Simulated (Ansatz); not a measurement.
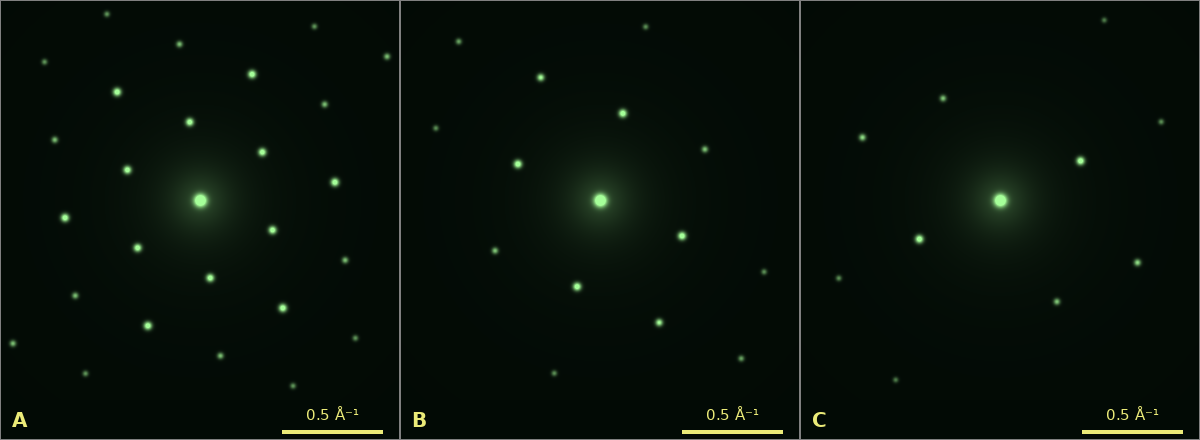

The patterns are kinematic simulations for 120 kV electrons (no multiple scattering; isotropic B = 0.5 Å²).

All three come from Ti, space group P6_3/mmc (No. 194), a = 2.94 Å, c = 4.65 Å (hexagonal axes). Structure: coordinates from a relaxation with DFT PBE, scalar-relativistic, plane waves, PAW (Ansatz); the starting structure was generated, so it need not be a known form of this composition.

```
atom  site  symmetry       x       y       z
  Ti    2d      -6m2  0.6667  0.3333  0.2500
```

### Assign the zone axes [001], [211], [311] to A, B and C.

A is [001]: hexagonal net of 1 -1 0 at d = 2.55 Å and 1 0 0 at d = 2.55 Å, at 60.0°. B is [211]: centred rectangular net of 0 1 -1 at d = 2.23 Å and -1 1 1 at d = 2.23 Å, at 81.1°. C is [311]: oblique net of 0 -1 1 at d = 2.23 Å and -1 1 2 at d = 1.72 Å, at 86.6°.
